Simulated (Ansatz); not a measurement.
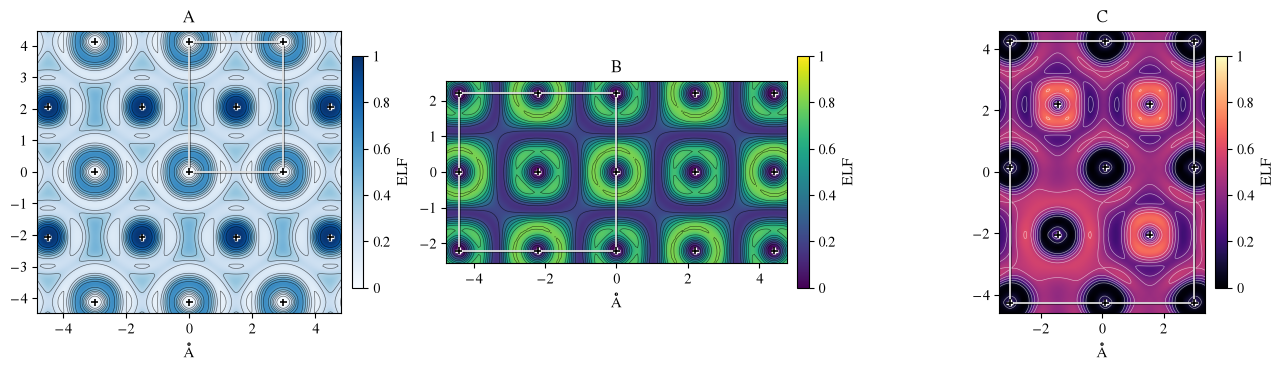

The electron localisation function of 3 systems, each on a plane through atoms (crosses mark nuclei in the plane).

Method: DFT PBE, scalar-relativistic, plane waves, PAW (Ansatz 0.2.0).

System 1: TiCo, the (011) plane of the conventional cell. Space group P4/mmm; a structure from a database of computed crystals, not necessarily the ambient phase; changed on purpose from its base cell (strain -0.0450 x Voigt [0, 1, 0, 0, 0, 0], atoms carried along); computed pressure about 8 GPa in this cell; spin-polarised.

```
Ti Co
1.0
    -2.98611    0.00000    0.00000
     0.00000    0.00000   -2.98611
     0.00000   -2.85174    0.00000
Ti Co
1 1
Direct
  0.00000 0.00000 0.00000
  0.50000 0.50000 0.50000
```

System 2: Al$_{9}$Ru$_{7}$ (cell with a defect), the (101) plane of the calculation cell. Computed without spin polarisation.

System 3: TaN, the (001) plane of the conventional cell. Space group Fm-3m.

```
CELL_PARAMETERS angstrom
4.41841 0.00000 0.00000
0.00000 4.41841 0.00000
0.00000 0.00000 4.41841
ATOMIC_POSITIONS crystal
Ta 0.50000 0.00000 0.00000
Ta 0.00000 0.50000 0.00000
Ta 0.00000 0.00000 0.50000
Ta 0.50000 0.50000 0.50000
N 0.00000 0.00000 0.00000
N 0.50000 0.50000 0.00000
N 0.50000 0.00000 0.50000
N 0.00000 0.50000 0.50000
```

Question: Which map belongs to which system?

Answer: Panel A is system 1, TiCo: the plane holds Ti and Co. Ti–Co (2.55 Å): the ELF is about 0.25 at the midpoint (no localised pair shows between them). Panel B is system 3, TaN: the plane holds Ta and N. Ta–N (2.21 Å): the ELF peaks at about 0.80 in the valence shell of N, 0.6 Å from its nucleus, and is about 0.15 at the midpoint (no localised pair shows between them). Panel C is system 2, Al$_{9}$Ru$_{7}$: the plane holds Al and Ru. Al–Ru (2.51 Å): the ELF is about 0.40 at the midpoint.
